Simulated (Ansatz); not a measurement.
System: C.

```yaml
crystal:
  lattice:
    - [3.10627, 0.00000, 0.00000]
    - [0.00000, 3.10627, 0.00000]
    - [0.00000, 0.00000, 2.45171]
  atoms:
    - { symbol: C, position: [0.64572, 0.00000, 0.25000] }
    - { symbol: C, position: [0.35428, 0.00000, 0.75000] }
    - { symbol: C, position: [0.00000, 0.64572, 0.00000] }
    - { symbol: C, position: [0.00000, 0.35428, 0.50000] }
```

Space group P4₃22; a structure generated by program, which may or may not match a known phase.

Theory: DFT PBE, scalar-relativistic, plane waves, PAW (Ansatz).

Question: What will maps of the valence pseudo-density and electron localisation function show?

Answer: C–C (1.67 Å): ρ is about 1.3 e/Å³ halfway; the ELF peaks at about 0.90 between the atoms: a covalent bond.

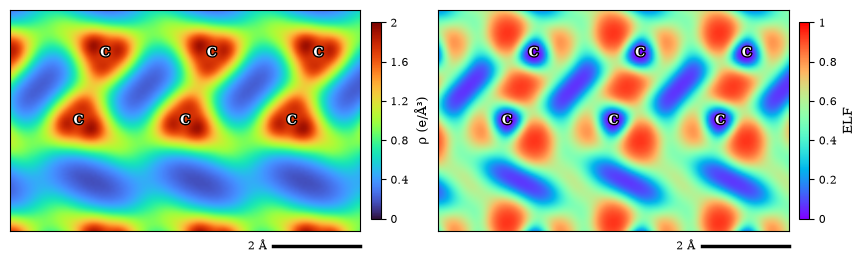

Computed valence pseudo-density and electron localisation function on the (11̄0) plane of the conventional cell, in this order. Atoms just off the plane (C, 0.6 Å away) can leave unmarked features too.

In a PAW calculation such maps are meaningful between the atoms, not at the nuclei.
